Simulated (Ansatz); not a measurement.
# Calculations on AlAs

Part 1: Relaxation

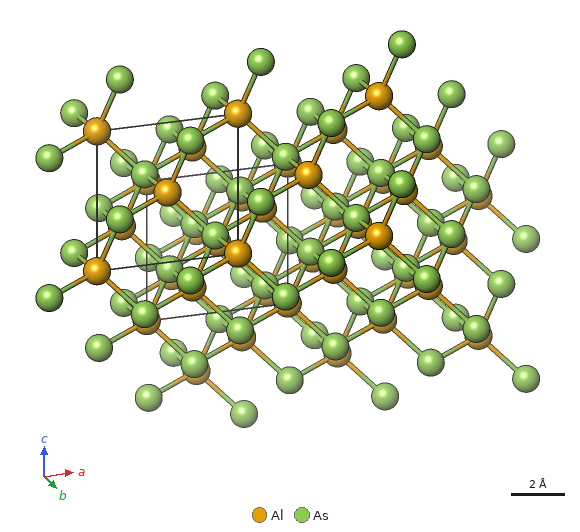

This is the input geometry for a relaxation of crystalline AlAs (set up in F-43m). Style: ball-and-stick. Shown: the conventional cell (4 times the calculation's cell), repeated 2 × 2 × 1 with one cell outlined, from a free direction. Lengths and directions refer to the drawn axes.

Level of theory: Ansatz, DFT PBE, scalar-relativistic, plane waves, PAW.

The input:
```yaml
crystal:
  lattice:
    - [0.0, 2.8304, 2.8304]
    - [2.8304, 0.0, 2.8304]
    - [2.8304, 2.8304, 0.0]
  atoms:
    - { symbol: Al, position: [0.0, 0.0, 0.0] }
    - { symbol: As, position: [0.25, 0.25, 0.25] }
basis:
  ecutwfc: 420
kpoints:
  mp_grid: { grid: [8, 8, 8] }
hamiltonian:
  xc: pbe
scf:
  occupations: { method: gaussian, width: 0.02 }
output:
  forces: true
  stress: true
  eigenvalues: true
  write_density: true
  write_potential: true
  elf: true
  volumetric_format: npy
relax:
  adjacent_minimum: "off"
  f_tol: 0.005
  max_steps: 80
  cell: { stress_tol: 0.05 }
```

Run as
```bash
ansatz run input.yaml --threads 1 --pin off --max-ram 2560MiB --backend cpu --events-out ev --progress --plain --runs-dir out
```

Where does the relaxation end?

After 2 accepted moves (3 points after the start) the energy has fallen by 6.4 meV per atom. All forces vanish by symmetry, so only the cell relaxes. Pressure: 2.59 GPa at the start and 0.03 GPa at the end. The SCF was repeated once at an unchanged geometry on a basis and grid sized afresh for the cell, which shifted the energy by 0.2 meV per atom at most. The atoms keep their places relative to the cell (all moves are under 0.005 Å). The volume changes by +3.6 %, with a = b = c 5.661 → 5.728 Å (+1.2 %). Among the contacts that change: Al1–As2 2.451 → 2.480 Å. The space group stays F-43m (No. 216).

The end point in the same view:

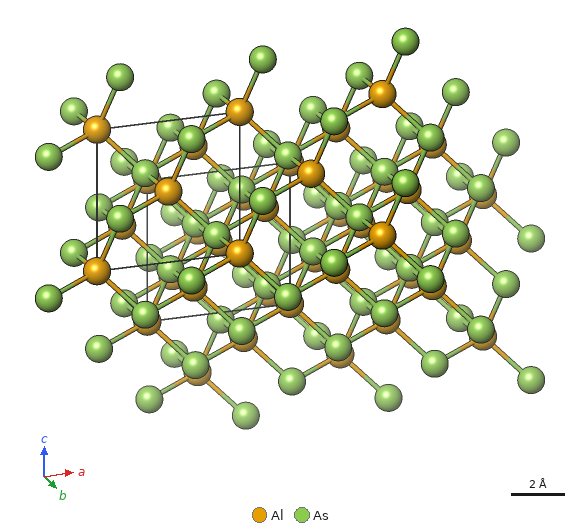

Part 2: A change

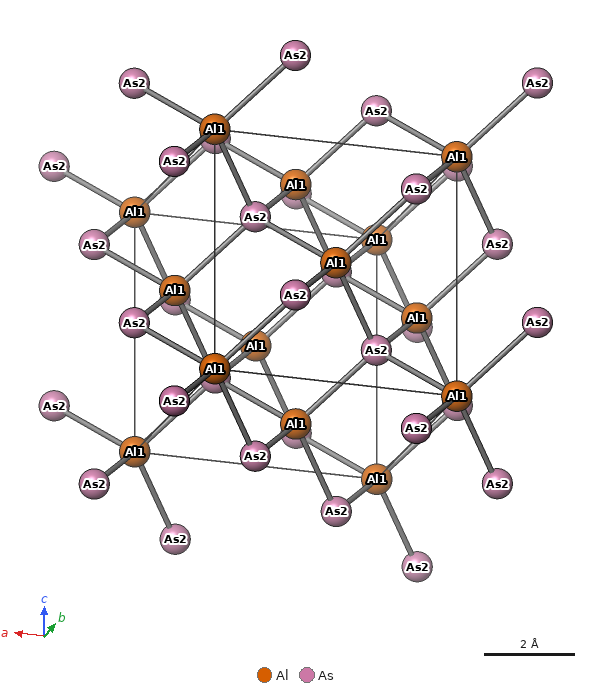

The starting point is solid AlAs (set up in F-43m). A ball-and-stick model of the conventional cell (4 times the calculation's cell), seen from a free direction. Lengths and directions refer to the drawn axes.

These are results of Ansatz 0.2.0, DFT PBE, scalar-relativistic, plane waves, PAW, not measurements. (plane-wave cutoff 420 eV; k-point mesh 8 × 8 × 8; occupations gaussian; smearing width 0.02 eV; no spin polarisation)

Now this is done to it. All lengths are scaled by +1.0 % (volume +3.0 %), the atoms keeping their fractional coordinates. No relaxation follows.

### Predict the response.

It costs 4.1 meV per atom. Pressure: 0.0 GPa before, −1.8 GPa after. All forces vanish by symmetry. Near-neighbour distances before and after: Al–As 2.480 → 2.505 Å. The space group stays F-43m (No. 216).

Part 3: A change

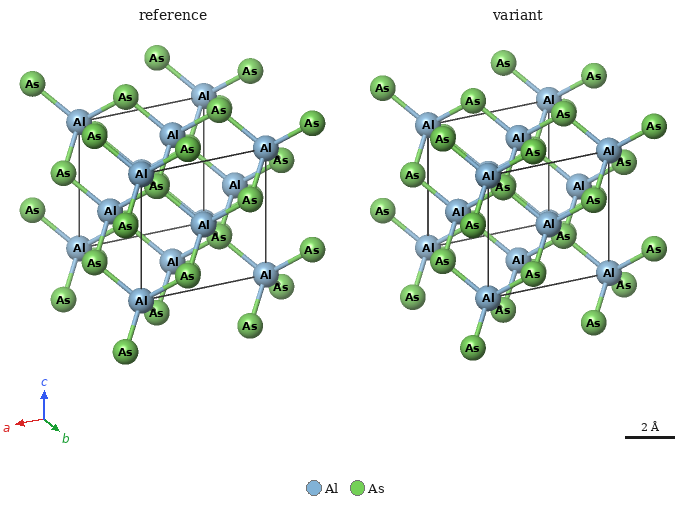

Left: crystalline AlAs (set up in F-43m). Right: the same structure after one change, at the same scale. The picture is a ball-and-stick view of the conventional cell (4 times the calculation's cell), seen from a free direction. Lengths and directions refer to the drawn axes.

These are results of DFT PBE, scalar-relativistic, plane waves, PAW in Ansatz, not measurements. Settings: plane-wave cutoff 420 eV; k-point mesh 8 × 8 × 8; occupations gaussian; smearing width 0.02 eV; no spin polarisation.

**Which change leads from the left to the right?**

All lengths are scaled by −3.1 % (volume −9.0 %), the atoms keeping their fractional coordinates. No relaxation follows.

**And its effect?**

Energy change: +47.6 meV per atom. The pressure goes from 0.0 to 7.8 GPa. All forces vanish by symmetry. Some distances before and after: Al–As 2.480 → 2.403 Å. The space group stays F-43m (No. 216).
